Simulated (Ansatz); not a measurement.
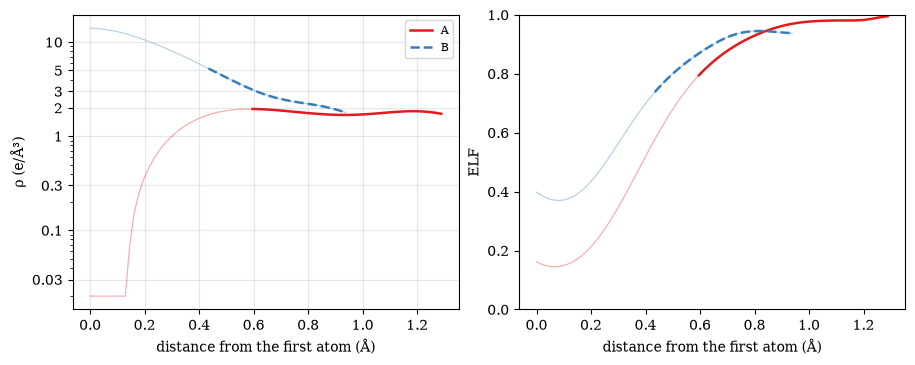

*H$_{2}$ClF (amorphous cell). Valence electron density and electron localisation function along straight lines between neighbouring atoms. Thin, pale parts lie inside the atomic spheres.*

Computed with Ansatz 0.2.0, DFT r2SCAN-D3(BJ), scalar-relativistic, plane waves, PAW.

In a PAW calculation such maps are meaningful between the atoms, not at the nuclei.

**Which curve belongs to which contact (Cl–H and F–H)? The first atom named is at distance zero.**

Curve A: Cl–H (1.29 Å): ρ at the midpoint is about 1.9 e/Å³; the ELF climbs to about 1 towards the hydrogen, as it does in any bond to H: an ordinary covalent bond to hydrogen. Curve B: F–H (0.94 Å): ρ at the midpoint is about 4.7 e/Å³; the ELF climbs to about 0.95 towards the hydrogen: an ordinary covalent bond to hydrogen.
